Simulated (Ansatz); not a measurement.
Input of the run:

```
crystal:
  lattice:
    - [7.2700394067, 0.0, 0.0]
    - [-3.6350197034, 6.2960388128, 0.0]
    - [0.0, 0.0, 18.9214087665]
  atoms:
    - { symbol: S, position: [0.3333333333, 0.1666666667, 0.4228014995] }
    - { symbol: S, position: [0.3333333333, 0.6666666667, 0.4228014995] }
    - { symbol: S, position: [0.8333333333, 0.1666666667, 0.4228014995] }
    - { symbol: S, position: [0.8333333333, 0.6666666667, 0.4228014995] }
    - { symbol: Zr, position: [0.0, 0.0, 0.5] }
    - { symbol: Zr, position: [0.0, 0.5, 0.5] }
    - { symbol: Zr, position: [0.5, 0.0, 0.5] }
    - { symbol: Zr, position: [0.5, 0.5, 0.5] }
    - { symbol: S, position: [0.1666666667, 0.3333333333, 0.5771985005] }
    - { symbol: S, position: [0.1666666667, 0.8333333333, 0.5771985005] }
    - { symbol: S, position: [0.6666666667, 0.3333333333, 0.5771985005] }
    - { symbol: S, position: [0.6666666667, 0.8333333333, 0.5771985005] }
basis:
  ecutwfc: 420
kpoints:
  mp_grid: { grid: [3, 3, 1] }
hamiltonian:
  xc: pbe
  dispersion: d3bj
scf:
  occupations: { method: gaussian, width: 0.05 }
output:
  forces: true
  eigenvalues: true
  write_density: true
  write_potential: true
  elf: true
  volumetric_format: npy
relax:
  adjacent_minimum: "off"
  f_tol: 0.03
  max_steps: 70
  constraints: [{ sites: [0, 1, 2, 3] }]
efield:
  axis: 3
  dipole_correction: true
  ramp_width: 0.04
```

Run as:
```bash
ansatz run input.yaml --threads 2 --pin off --max-ram 6144MiB --backend cpu --events-out ev --progress --plain --runs-dir out
```

What does the potential across the slab give for the band edges against vacuum?

From the vacuum level at the right face the ionisation potential is 6.37 eV and the electron affinity 5.32 eV; the left face gives the same. The slab's gap, their difference before rounding, is 1.06 eV. The two vacuum levels agree, so the slab has no net dipole along its normal. The outermost atoms are 2.9 Å apart, which leaves 16.0 Å of vacuum in a cell 18.9 Å high.

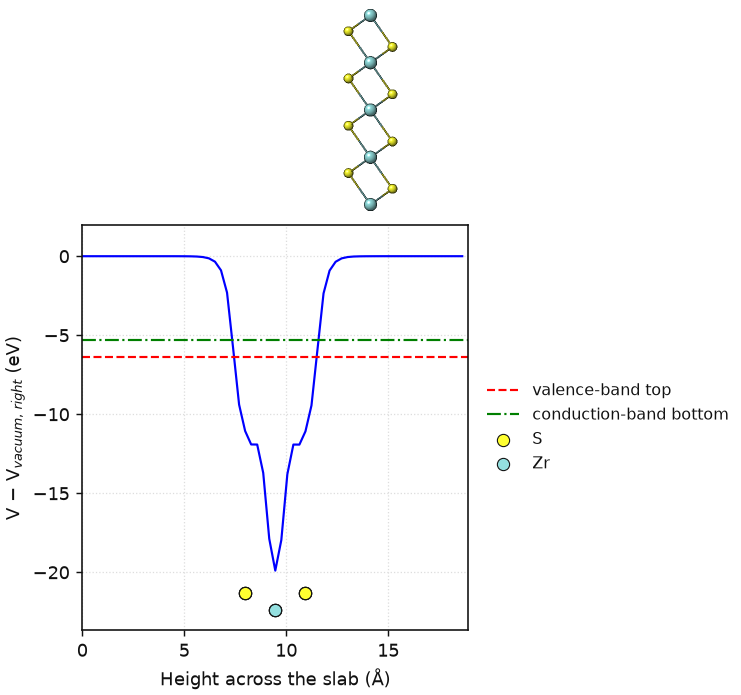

Plane-averaged electrostatic potential energy of an electron across the slab; circles at the bottom mark the heights of the atoms (positions after relaxation). The structure is drawn too.
